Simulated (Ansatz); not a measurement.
Here is a crystal structure:

```
W Se
1.0
     3.27025    0.00000    0.00000
    -1.63513    2.71884    0.00000
     0.00000    0.00000   16.66122
W Se
1 2
Direct
  0.00000 0.00000 0.50000
  0.33333 0.66667 0.60040
  0.33333 0.66667 0.39960
```

> What crystal do these data define?

The structure is one of WSe₂. The cell holds 3 atoms (1 W, 2 Se), Z = 1. The W atoms are each bonded to six Se in a trigonal prismatic arrangement at 2.47 to 2.51 Å. Se is coordinated by three W in a trigonal pyramidal arrangement at 2.47 to 2.51 Å. Not all metal-metal contacts are counted. The bonds build WSe2 layers parallel to (001).

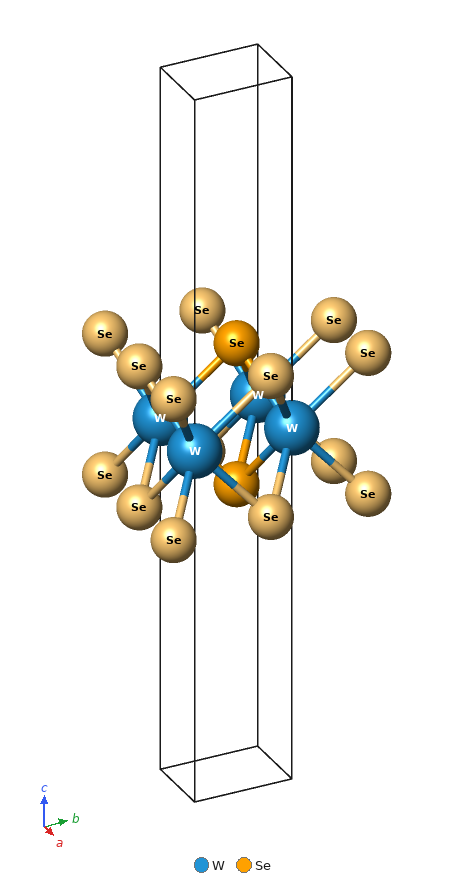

Figure: ball-and-stick view slightly off an axis. One simulation cell is outlined, and atoms on its boundary appear in each equivalent place. The first bonded neighbours in the surrounding cells are also shown, in fainter colours.

Provenance: a structure listed in the Materials Project. The cell was then strained or its atoms displaced on purpose. A calculation with Ansatz used it as input.
